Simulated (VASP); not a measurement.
**What a change does: geometry relaxation on GaP**

System: GaP (Pm-3m, 2 atoms in the cell).
Method of the first run: DFT, plane waves, PAW, settings varied from a PBE run (VASP 6.6.1).

The structure was built on a prototype by a generator. 

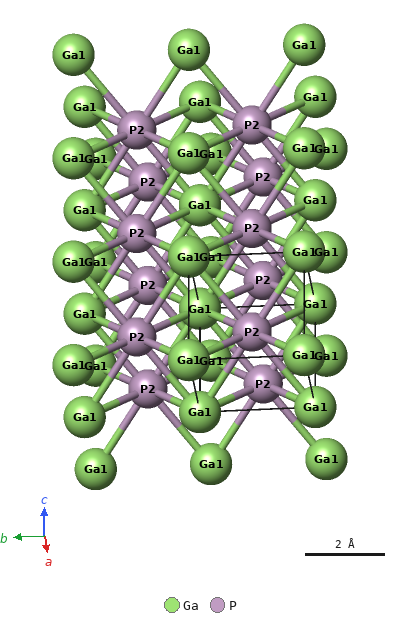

**Figure 1.** The structure as given in the input (ball-and-stick view of the cell of the calculation, repeated 2 × 2 × 3, seen at an oblique angle; atoms are numbered from 1 in the order of the input). Near neighbours in the crystal (not all of them lie inside the picture): Ga has 8 P at 2.55 Å; P has 8 Ga at 2.55 Å.

INCAR, the first run:
```
ENCUT = 600.000000
SIGMA = 0.020000
EDIFF = 1.00e-07
EDIFFG = -5.00e-03
GGA = PE
PREC = Accurate
ISIF = 3
ISMEAR = -1
NBANDS = 16
NSW = 40
LASPH = .TRUE.
LCHARG = .FALSE.
LWAVE = .FALSE.
LREAL = .FALSE.
AMIX = 0.1
IBRION = 3
POTIM = 0.1
SMASS = 0.4
NELM = 89
```

KPOINTS, the first run:
```
KPOINTS created by Atomic Simulation Environment
0
Monkhorst-Pack
8 8 8
0 0 0
```

POSCAR, the first run:
```
Ga P
 1.0000000000000000
     2.9433940262000000    0.0000000000000000    0.0000000000000000
     0.0000000000000000    2.9433940262000000    0.0000000000000000
     0.0000000000000000    0.0000000000000000    2.9433940262000000
 Ga  P
   1   1
Cartesian
  0.0000000000000000  0.0000000000000000  0.0000000000000000
  1.4716970131000000  1.4716970131000000  1.4716970131000000
```

Command:
```bash
mpirun -np 1 vasp_std
```

Hardware: 1 CPU thread, shared host.

OSZICAR and lines of OUTCAR (the first run):
```
N       E                     dE             d eps       ncg     rms          rms(c)
DAV:   1     0.782928307558E+02    0.78293E+02   -0.98973E+03   688   0.207E+03
DAV:   2    -0.228446147667E+01   -0.80577E+02   -0.76563E+02   696   0.325E+02
DAV:   3    -0.705155001518E+01   -0.47671E+01   -0.47356E+01   832   0.602E+01
DAV:   4    -0.710109247293E+01   -0.49542E-01   -0.49530E-01   728   0.610E+00
DAV:   5    -0.710184079611E+01   -0.74832E-03   -0.74827E-03   936   0.755E-01    0.521E+00
DAV:   6    -0.704968109506E+01    0.52160E-01   -0.14707E-02   872   0.355E+00    0.467E+00
DAV:   7    -0.697800601497E+01    0.71675E-01   -0.26758E-01   936   0.145E+01    0.211E+00
[...]
       N       E                     dE             d eps       ncg     rms          rms(c)
DAV:   1    -0.762989909018E+01   -0.36289E-02   -0.45524E-02   704   0.365E+00    0.347E-01
DAV:   2    -0.762893825402E+01    0.96084E-03   -0.80235E-04   792   0.427E-01    0.300E-01
DAV:   3    -0.762661679900E+01    0.23215E-02   -0.74036E-03   704   0.175E+00    0.498E-02
DAV:   4    -0.762653834726E+01    0.78452E-04   -0.14143E-04   712   0.149E-01    0.414E-02
DAV:   5    -0.762638798552E+01    0.15036E-03   -0.15222E-04   832   0.224E-01    0.192E-02
DAV:   6    -0.762637899084E+01    0.89947E-05   -0.80960E-06   808   0.264E-02    0.162E-02
DAV:   7    -0.762635748209E+01    0.21509E-04   -0.50844E-05   800   0.126E-01    0.236E-03
DAV:   8    -0.762635750769E+01   -0.25603E-07   -0.68368E-07   744   0.774E-03
  22 F= -.76263575E+01 E0= -.76250142E+01  d E =-.873344E-04
[... from OUTCAR:]
   NELECT =      18.0000    total number of electrons
 E-fermi :   7.4065
  free  energy   TOTEN  =        -7.6263575077 eV
  energy  without entropy=       -7.6236708186  energy(sigma->0) =       -7.62501416
```

The input of the second run differs as follows (lines with − go, lines with + come):
```diff
+IBRION = 2
+NELM = 120
-AMIX = 0.1
-IBRION = 3
-POTIM = 0.1
-SMASS = 0.4
-NELM = 89
-Monkhorst-Pack
+Gamma
```

How does the second run compare with the first run?

The free energy of the second run is 0.32 meV per atom lower, which comes mainly from the change of mesh; a solver setting shouldn't move a converged energy. The volume per atom goes from 16.49 to 12.75 Å³. The SCF takes 13 iterations against 227. The irreducible k-points go from 20 to 35.

OSZICAR and lines of OUTCAR (the second run):
```
N       E                     dE             d eps       ncg     rms          rms(c)
DAV:   1     0.778909525243E+02    0.77891E+02   -0.95420E+03  1200   0.187E+03
DAV:   2    -0.217738546343E+01   -0.80068E+02   -0.76085E+02  1296   0.321E+02
DAV:   3    -0.765168910843E+01   -0.54743E+01   -0.54219E+01  1416   0.624E+01
DAV:   4    -0.772312635157E+01   -0.71437E-01   -0.71418E-01  1400   0.743E+00
DAV:   5    -0.772434124176E+01   -0.12149E-02   -0.12148E-02  1432   0.937E-01    0.326E+00
DAV:   6    -0.764100371717E+01    0.83338E-01   -0.11473E-01  1552   0.690E+00    0.192E+00
DAV:   7    -0.762833551910E+01    0.12668E-01   -0.26081E-02  1728   0.155E+00    0.599E-01
DAV:   8    -0.762699855295E+01    0.13370E-02   -0.35277E-03  1376   0.803E-01    0.558E-02
DAV:   9    -0.762698679920E+01    0.11754E-04   -0.31799E-04  1656   0.258E-01    0.482E-02
DAV:  10    -0.762698782094E+01   -0.10217E-05   -0.10956E-05  1304   0.319E-02    0.431E-02
DAV:  11    -0.762698989913E+01   -0.20782E-05   -0.26427E-06  1528   0.279E-02    0.215E-02
DAV:  12    -0.762699067034E+01   -0.77121E-06   -0.94484E-07  1376   0.159E-02    0.315E-03
DAV:  13    -0.762699066622E+01    0.41191E-08   -0.11881E-07   936   0.265E-03
   1 F= -.76269907E+01 E0= -.76260506E+01  d E =-.762699E+01
[... from OUTCAR:]
   NELECT =      18.0000    total number of electrons
 E-fermi :   7.3855
  free  energy   TOTEN  =        -7.6269906662 eV
  energy  without entropy=       -7.6251106012  energy(sigma->0) =       -7.62605063
```

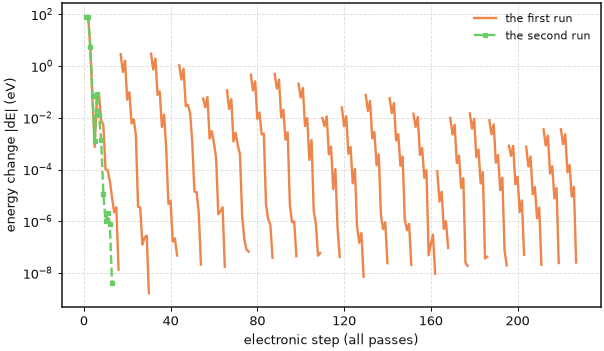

**Figure 2.** Convergence of the two runs: energy change |dE| against the electronic step. A break in a curve parts two SCF passes. The first run takes 227 steps in all, and the second run takes 13.

The two runs side by side:

```tsv
quantity	the first run	the second run
outcome	converged	converged
free energy per atom (eV)	−3.8132	−3.8135
energy per atom, smearing taken to zero (eV)	−3.8125	−3.8130
pressure (GPa)	−0.02	−0.03
volume per atom (Å³)	16.49	12.75
largest force (eV/Å)	0.000	0.000
SCF iterations	227	13
irreducible k-points	20	35
```

For both runs: The volume changed by more than 5 % on the plane waves of the start, so the result carries a basis error; a second relaxation from the end is advised.
